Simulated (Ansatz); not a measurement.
SnO₂ (space group Fm-3m, No. 225): the input geometry of an electronic-structure calculation (not necessarily at equilibrium); the starting structure was generated, so it need not be a known form of this composition.

```cif
data_structure
_symmetry_space_group_name_H-M 'Fm-3m'
_symmetry_Int_Tables_number 225
_cell_length_a 5.0669
_cell_length_b 5.0669
_cell_length_c 5.0669
_cell_angle_alpha 90.000
_cell_angle_beta 90.000
_cell_angle_gamma 90.000
_cell_volume 130.09
loop_
_atom_site_label
_atom_site_type_symbol
_atom_site_symmetry_multiplicity
_atom_site_Wyckoff_symbol
_atom_site_fract_x
_atom_site_fract_y
_atom_site_fract_z
_atom_site_occupancy
Sn1 Sn 4 a 0.00000 0.00000 0.00000 1
O1 O 8 c 0.25000 0.75000 0.75000 1
```

Describe the stacking along [111], naming the columns A, B, C as they first turn up.

Sn(A) – O(B) – O(A) – Sn(B) – O(C) – O(B) – Sn(C) – O(A) – O(C) (nine layers in 8.78 Å).

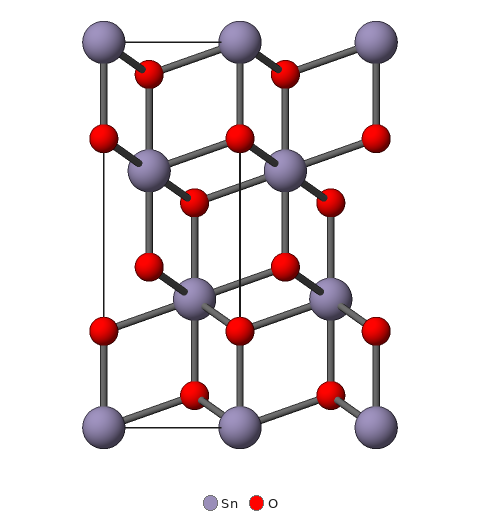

The picture looks along a close-packed row of the hexagonal mesh; [111] points upwards. Every atom sits on one of the three columns of the mesh; call them A, B, C in the order in which they first turn up. The box is the hexagonal cell of the face-centred cubic lattice. The sequence starts with the first layer at or above the cell's origin.
